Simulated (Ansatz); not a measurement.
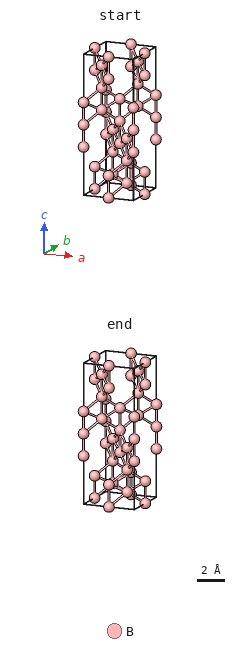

The structure of solid B (a generated structure, set up in Fddd) before (top) and after (bottom) a relaxation, at one scale.

Style: ball-and-stick. Shown: the conventional cell (4 times the calculation's cell), slightly off an axis. Lengths and directions refer to the drawn axes.

The calculation used DFT PBE, scalar-relativistic, plane waves, PAW (Ansatz 0.2.0). Set-up: plane-wave cutoff 420 eV; k-point mesh 14 × 14 × 14; occupations gaussian; smearing width 0.1 eV; no spin polarisation; cell and atoms relaxed; force threshold 0.01 eV/Å; at most 80 steps.

### What changed between the two?

No atom moves by more than 0.005 Å relative to the cell. The drawn cell changes as follows: a 4.097 → 4.168 Å (+1.7 %), b 4.239 → 4.169 Å (−1.6 %), c 10.946 → 10.952 Å (+0.1 %); the volume changes by +0.1 %. The space group (tolerance 0.01 Å) goes from Fddd (No. 70) to I4_1/amd (No. 141). Over 6 accepted moves (8 points after the start) the energy falls by 0.7 meV per atom. Largest force component: 0.046 eV/Å at the start, under 0.0001 eV/Å at the end. The pressure goes from 0.02 to 0.00 GPa. At 2 points the geometry stayed and the basis and grid were re-selected for the new cell (energy shift of 0.1 meV per atom at most each time).
